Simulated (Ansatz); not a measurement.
# Sr8Ti8HO24: single-point calculation (part 1 of 4)

The run: single-point calculation of Sr8Ti8HO24 (defect cell, 41 atoms in the cell). Method and program: DFT PBE, scalar-relativistic, plane waves, PAW, spin-polarised (Ansatz 0.2.0).

The structure derives from an entry of the Crystallography Open Database.

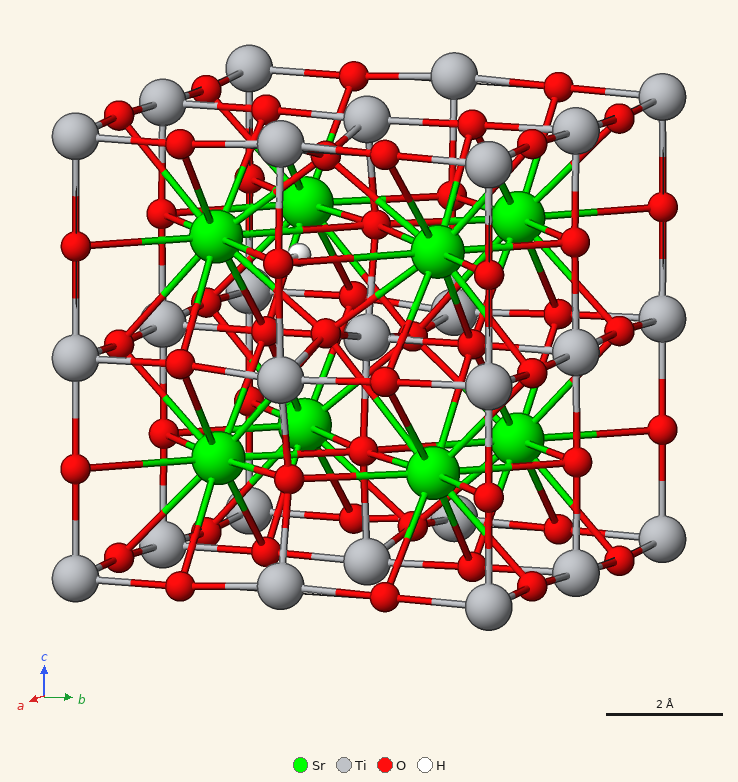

The structure (ball-and-stick view of the cell of the calculation, seen slightly off an axis). An atom can appear more than once, as a periodic image.

Key numbers:

- outcome: converged
- electrons treated: 321
- free energy: −62050.3882 eV
- Fermi energy: 12.272 eV
- gap on the k-point mesh: none (metallic)
- net moment of the cell: 0.87 μB
- integrated absolute moment: 1.16 μB
- largest force (length of the vector): 0.025 eV/Å
- hardware: 4 threads of Arm Neoverse V1, 24 GiB of memory available, shared host
- wall time: 3.9 min (CPU time 15 min)
- peak memory: 2.8 GiB

Input:
```yaml
crystal:
  lattice:
    - [5.511, -5.511, 0.0]
    - [5.511, 5.511, 0.0]
    - [0.0, 0.0, 7.796]
  atoms:
    - { symbol: Sr, position: [0.2495308485, 0.2423539964, 0.7480773256] }
    - { symbol: Sr, position: [0.256525978, 0.7553049134, 0.2481176798] }
    - { symbol: Sr, position: [0.7463967752, 0.2374137575, 0.2479645292] }
    - { symbol: Sr, position: [0.7414670176, 0.7662476173, 0.7479234134] }
    - { symbol: Sr, position: [0.7422778064, 0.230342035, 0.7480042496], spin: 0.2 }
    - { symbol: Sr, position: [0.7474726558, 0.757440356, 0.2479080076] }
    - { symbol: Sr, position: [0.256568467, 0.2406040073, 0.248090384] }
    - { symbol: Sr, position: [0.2505782307, 0.7548296794, 0.7480921278] }
    - { symbol: Ti, position: [-0.0007980624, -0.0018965382, -0.0010996206] }
    - { symbol: Ti, position: [0.0073100743, 0.4979144538, 0.48135637] }
    - { symbol: Ti, position: [0.4971028507, -0.0018744039, 0.4976104084] }
    - { symbol: Ti, position: [0.5099572719, 0.4980901174, -0.0057031227] }
    - { symbol: Ti, position: [0.4970997451, -0.001912956, -0.0015252293] }
    - { symbol: Ti, position: [0.5099783812, 0.498114673, 0.501322704] }
    - { symbol: Ti, position: [-0.0008112529, -0.001912744, 0.4971503809] }
    - { symbol: Ti, position: [0.0075188502, 0.4979227732, 0.0151272368] }
    - { symbol: O, position: [0.0086363758, 0.0019558988, 0.2481123515] }
    - { symbol: O, position: [0.030438435, 0.5017799158, 0.7482001855], spin: 0.2 }
    - { symbol: O, position: [0.505941147, -0.0009002868, 0.74804244] }
    - { symbol: O, position: [0.5354369323, 0.4991679077, 0.2480681094] }
    - { symbol: O, position: [0.4884782644, -0.0028247594, 0.2480295122] }
    - { symbol: O, position: [0.4570091488, 0.497103049, 0.7481142822] }
    - { symbol: O, position: [-0.0113252479, -0.0055958166, 0.7481365374] }
    - { symbol: O, position: [-0.0498185981, 0.494404324, 0.248200564] }
    - { symbol: O, position: [0.7499595227, 0.4990500269, -0.051023651] }
    - { symbol: O, position: [0.7472993662, 0.9973670291, 0.4890622913] }
    - { symbol: O, position: [0.2444504498, 0.4972379007, 0.4627595973] }
    - { symbol: O, position: [0.248073054, 0.9987648562, -0.011646728] }
    - { symbol: O, position: [-0.003851245, 0.2500906319, -0.0031192416] }
    - { symbol: O, position: [-0.0025185379, 0.7460942509, 0.4916229296] }
    - { symbol: O, position: [0.4984243915, 0.2489984973, 0.4972650731] }
    - { symbol: O, position: [0.4968068096, 0.7472176202, -0.0035242131] }
    - { symbol: O, position: [0.747326111, -0.0026320042, 0.0071152184] }
    - { symbol: O, position: [0.7498306522, 0.4989933598, 0.5472525968], spin: 0.2 }
    - { symbol: O, position: [0.2480589521, -0.0012468103, 0.5078632214] }
    - { symbol: O, position: [0.2445253638, 0.4972416248, 0.0338016088] }
    - { symbol: O, position: [0.4984629862, 0.2490053261, -0.0013362799] }
    - { symbol: O, position: [0.4967850459, 0.7472312975, 0.4994549709] }
    - { symbol: O, position: [0.9961254304, 0.2500594342, 0.4995644644] }
    - { symbol: O, position: [0.9975461498, 0.7461019625, 0.004826547] }
    - { symbol: H, position: [0.9041339588, 0.4994823719, 0.7486448939], spin: 0.2 }
magnetization:
  spin_polarized: true
basis:
  ecutwfc: 420
  fft_grid_basis: typed
kpoints:
  mp_grid: { grid: [2, 2, 2] }
hamiltonian:
  xc: pbe
  pseudopotentials: { kind: paw }
scf:
  occupations: { method: gaussian, width: 0.05 }
output:
  forces: true
  stress: false
  eigenvalues: true
  bader: true
  write_density: true
  volumetric_format: npy
  populations: true
```

Launched with:
```bash
ansatz run input.yaml --threads 4 --pin off --max-ram 10240MiB --backend cpu --events-out ev --progress --plain --runs-dir out
```

Output:
```
Engine: ansatz 0.2.0, aarch64-unknown-linux-gnu
Pseudopotentials: kind: paw
Pseudopotential: Sr, paw, valence charge 10, recommended cutoff 420 eV (normal), Sr.paw.azcp
Pseudopotential: Ti, paw, valence charge 12, recommended cutoff 420 eV (normal), Ti.paw.azcp
Pseudopotential: O, paw, valence charge 6, recommended cutoff 420 eV (normal), O.paw.azcp
Pseudopotential: H, paw, valence charge 1, recommended cutoff 420 eV (normal), H.paw.azcp
Functional definition: PBE
  parameter kappa = 0.804
  parameter beta = 0.06672455060314922
  exchange = pbe_x(kappa = kappa, mu = beta*pi^2/3)
  correlation = pbe_c(beta = beta)
Crystal: 41 atoms, lattice volume = 473.547 Å³
Basis set: ecut = 420 eV, 9171 PW (Γ), exchange–correlation on 108×108×108 points (8 copies of the dense FFT grid, shifted against one another)
Bands: 202, of which v1, the nominal top of the filled ones, is band 161 counted from 1 (160 counted from 0)
Symmetry: 1 space group operations
Space group: P1 (ITA 1), of the structure as read, at distance tolerance 7.8e-5 Å
Magnetic group: BNS 1.1 (UNI 1), of the structure as read, at distance tolerance 7.8e-5 Å
k-points: 8
Non-local potential: Sr, projectors of the file, l = 0: 3, l = 1: 2, l = 2: 2
Non-local potential: Ti, projectors of the file, l = 0: 3, l = 1: 2, l = 2: 3, l = 3: 1
Non-local potential: O, projectors of the file, l = 0: 2, l = 1: 2, l = 2: 1
Non-local potential: H, projectors of the file, l = 0: 2, l = 1: 1
PAW form: soft (Blöchl's): semilocal exchange-correlation on the pseudo side does not see the compensation charge
PAW one-centre angular grid: Sr, 110 points (default); XC on 64 Gauss nodes
PAW one-centre angular grid: Ti, 590 points (default); XC on 64 Gauss nodes
PAW one-centre angular grid: O, 110 points (default); XC on 64 Gauss nodes
PAW one-centre angular grid: H, 110 points (default); XC on 64 Gauss nodes
Initial density: superposition of atomic densities (chi_scale 0.1, normalization cell, long waves kept (reshape's long-wave potential 0.10 eV rms))
Starting moments: Σ|m| = 0.8 μB on 4 of 41 sites
Initial wavefunctions: pseudopotential atomic-orbital guess
Functional: x = pbe(κ = 0.804, μ = 0.2195149727645171), c = pbe(β = 0.06672455060314922)
```
